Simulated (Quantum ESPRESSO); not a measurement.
# A series of single points on P

System: P (Cmce, 4 atoms in the cell).
Method: Kohn-Sham DFT of a periodic cell, r2SCAN, SG15 PBE 1.2, no spin polarisation (Quantum ESPRESSO 7.5).

The 7 runs differ only in the geometry, by an even scaling of the cell at fixed fractional positions. The structure derives from a Materials Project entry.

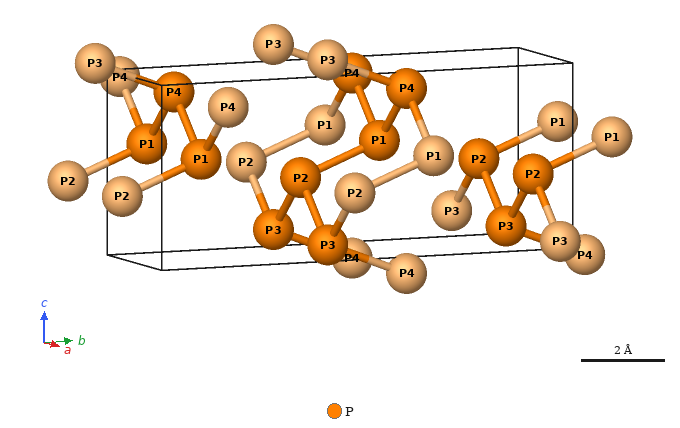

Figure 1. The structure of run 4 (ball-and-stick view of the cell 2 times as large as that of the calculation, set on its symmetry axes, seen slightly off an axis; neighbours outside the cell are drawn fainter; atoms are numbered from 1 in the order of the input). An atom can appear more than once, as a periodic image.

## Input of run 4
```
&CONTROL
  calculation = 'scf'
  prefix = 'pwscf'
  outdir = './tmp'
  pseudo_dir = './pseudo'
  tprnfor = .true.
  tstress = .true.
  disk_io = 'nowf'
/
&SYSTEM
  ibrav = 0
  nat = 4
  ntyp = 1
  ecutwfc = 44
  nbnd = 16
  input_dft = 'r2scan'
  occupations = 'smearing'
  smearing = 'fd'
  degauss = 0.00367493
  nosym = .true.
  nr1 = 48
  nr2 = 48
  nr3 = 40
/
&ELECTRONS
  conv_thr = 1d-08
  electron_maxstep = 120
  mixing_beta = 0.5
/
ATOMIC_SPECIES
P     30.9738 P_ONCV_PBE-1.2.upf
CELL_PARAMETERS angstrom
   1.6477431241   -5.4650377251    0.0000000000
   1.6477431241    5.4650377251    0.0000000000
   0.0000000000    0.0000000000    4.5436355900
ATOMIC_POSITIONS crystal
P      0.9041431300    0.0958568700    0.5888151700
P      0.0958568700    0.9041431300    0.4111848300
P      0.5958568700    0.4041431300    0.0888151700
P      0.4041431300    0.5958568700    0.9111848300
K_POINTS automatic
7 7 5 0 0 0
```

Command:
```bash
OMP_NUM_THREADS=1 mpirun -n 2 pw.x -nk 2 -in pw.in > pw.out
```

Run 3 differs from it as follows:
```diff
-   1.6477431241   -5.4650377251    0.0000000000
-   1.6477431241    5.4650377251    0.0000000000
-   0.0000000000    0.0000000000    4.5436355900
+   1.6366841122   -5.4283585144    0.0000000000
+   1.6366841122    5.4283585144    0.0000000000
+   0.0000000000    0.0000000000    4.5131404726
```

## Results, with one run withheld

```tsv
run	volume per atom (Å³)	free energy per atom, from the lowest run given (meV)	pressure (GPa)	gap on the mesh (eV)
1	19.230	32.93	6.73	0.32
2	19.639	17.57	4.65	0.34
3	20.049	?	?	?
4	20.458	1.59	1.08	0.40
5	20.867	0.00	−0.44	0.43
6	21.276	2.11	−1.81	0.47
7	21.685	7.58	−3.04	0.50
```

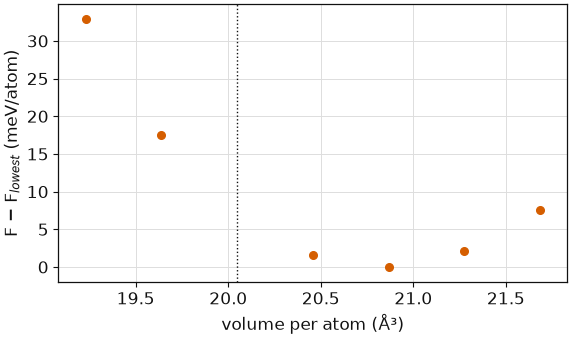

Figure 2. Free energy per atom of the runs given; the dotted line marks run 3.

Estimate the energy of run 3 from the others.

A cubic polynomial in V^(−2/3) (the Birch–Murnaghan form), fitted to the 6 runs given, misses them by at most 0.01 meV per atom. With x = V^(−2/3) − 0.13353 Å⁻², it reads F = 1.2834 + 1805.2 x + 6.2792e+05 x² + 7.2279e+05 x³ (meV per atom). At run 3 it gives 7.28 meV per atom, and the run itself gives 7.31. The slope of the fit gives a pressure −dF/dV of 3.09 GPa there, and the run prints 2.77 GPa. The two needn't agree exactly: the fit is approximate, and the printed stress is taken on a finite basis. The fit has its minimum at 20.831 Å³ per atom, where V d²F/dV² gives 74.5 GPa. Cell shape and fractional positions are held, so this is the stiffness under even scaling; the relaxed bulk modulus wasn't computed. The gap on the mesh goes, without turning, from 0.32 eV in run 1 to 0.50 eV in run 7; run 3 has 0.37 eV. These are gaps of this functional on this mesh, which can miss the band edges; they aren't the measured gap.

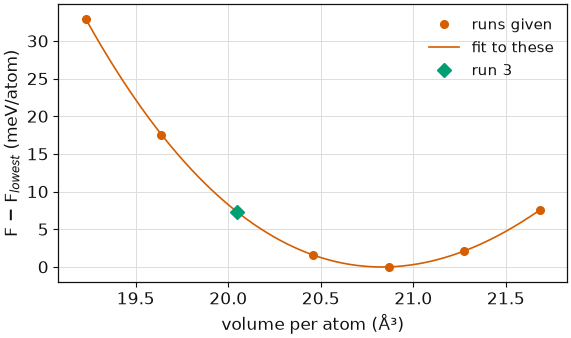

Figure 3. The fit and the withheld run.

## Some lines of the output (run 3)
```
[...]
     number of k points=   123  Fermi-Dirac smearing, width (Ry)=  0.0037
     total energy              =     -52.71830931 Ry
     total energy              =     -52.77085835 Ry
     total energy              =     -52.77507239 Ry
     total energy              =     -52.77578877 Ry
     total energy              =     -52.77580871 Ry
     total energy              =     -52.77581025 Ry
     total energy              =     -52.77581037 Ry
     total energy              =     -52.77581039 Ry
     the Fermi energy is     7.1416 ev
!    total energy              =     -52.77581039 Ry
     The total energy is F=E-TS. E is the sum of the following terms:
     Computing stress (Cartesian axis) and pressure
          total   stress  (Ry/bohr**3)                   (kbar)     P=       27.72
```

Notes: Further notes kept with the run: potentials made for another functional. Points of doubt noted for this run: potentials made for another functional.
